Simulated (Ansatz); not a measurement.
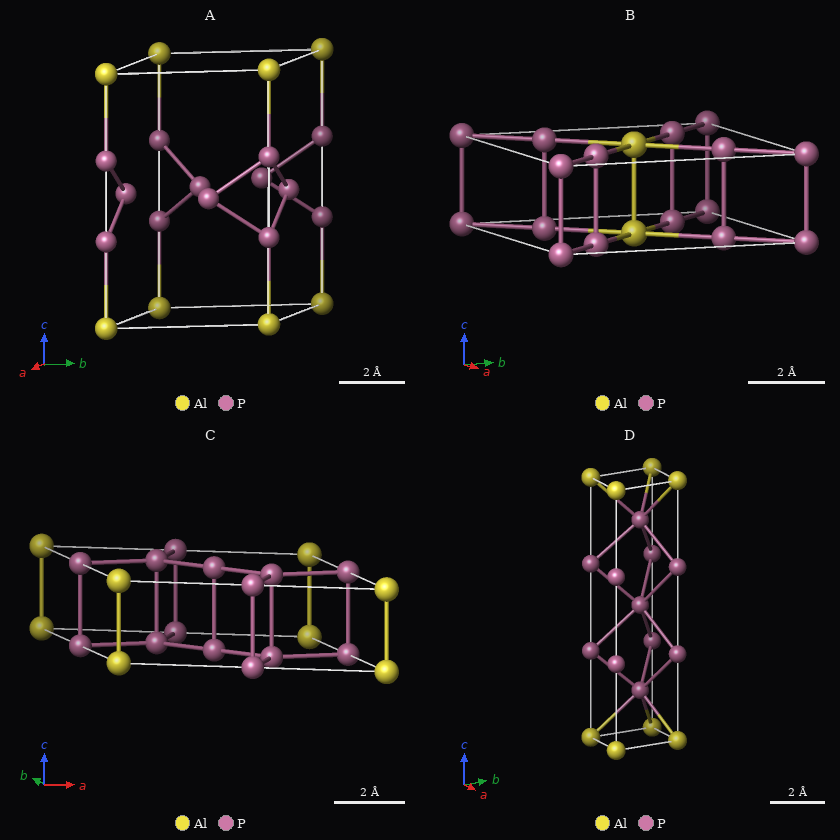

Four structures of AlP5, each relaxed to rest (conventional cells in solid outline, small ones repeated, each panel with its own scale). Method: DFT PBE, scalar-relativistic, plane waves, PAW in Ansatz, without spin polarisation.

Name the structure in each panel.

A: 6 atoms a cell on a primitive hexagonal lattice, P-62m; B: 6 atoms a cell on a primitive tetragonal lattice, P4/mmm; C: 6 atoms a cell on a primitive hexagonal lattice, P6/mmm; D: 6 atoms a cell on a primitive hexagonal lattice, P-6m2.

Which of these is lowest in energy, and how far above it do the others lie?

D, then B (+204 meV/atom), C (+256 meV/atom) and A (+500 meV/atom), energies at zero smearing.

Collect the results in a table.

| panel | structure | E − E(lowest) (meV/atom) | volume (Å³/atom) | gap (eV) |
| --- | --- | --- | --- | --- |
| D | P-6m2 | 0 | 15.5 | metal |
| B | P4/mmm | 204 | 19.3 | metal |
| C | P6/mmm | 256 | 21.6 | metal |
| A | P-62m | 500 | 30.9 | metal |

Some of these may be structure types tried for this composition rather than known phases, and the most stable form need not be among them. Gaps are taken on the k-mesh or band path of each run.
